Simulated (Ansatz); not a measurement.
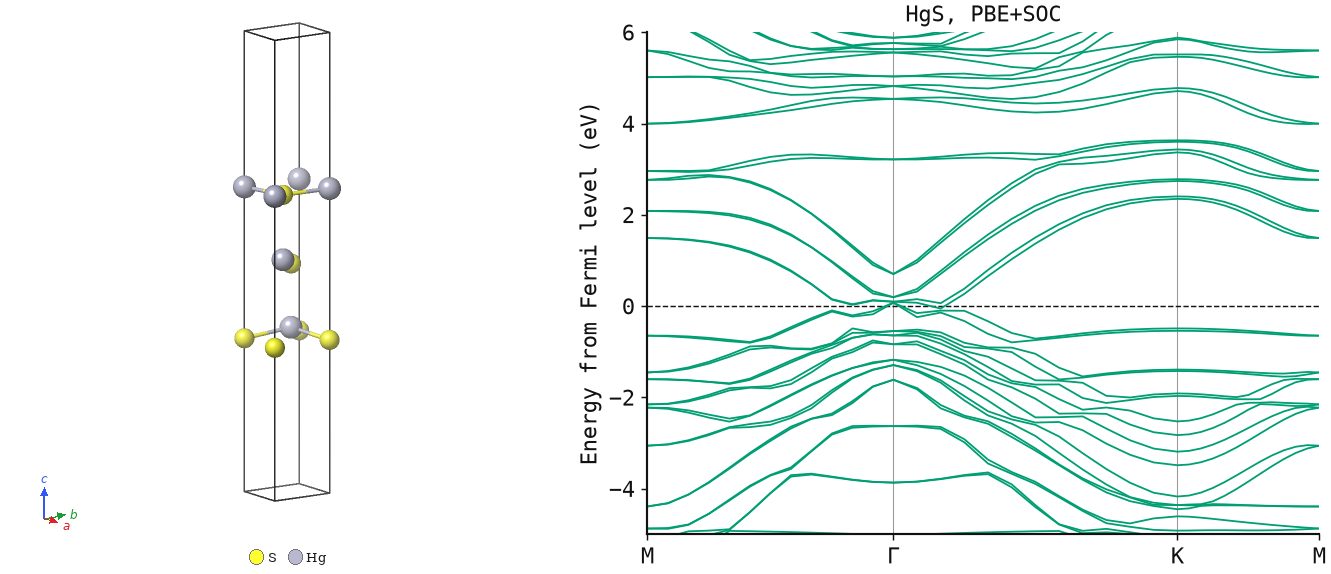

Band structure, beside the structure. Energies are counted from the Fermi level.

The material is a (111) slab cut from HgS (F-43m), ended by Hg above and S below, 6 atoms in the cell.

Level of theory: DFT PBE, spin-orbit coupling, plane waves, PAW, 9×9×1 k mesh, 420 eV cutoff, Gaussian smearing of 0.1 eV; code Ansatz.

Q: Does this material conduct, going by its bands?

A: A metal: bands cross the Fermi level along this path.

Q: On which lines of the path do bands cross the Fermi level?

A: Bands cross the Fermi level on M–Γ and Γ–K, and not on K–M.

Q: Which levels at Γ lie nearest to the Fermi level?

A: At Γ the nearest levels lie 0.55 eV below and 0.07 eV above the Fermi level.

Q: By band count a gap could open at this filling. What closes it?

A: The last band that the electron count would fill rises to 0.07 eV above the Fermi level at Γ, leaving holes there, and the next band dips to 0.05 eV below it between Γ and K, holding electrons: an overlap of 0.13 eV, small enough to call it a semimetal.
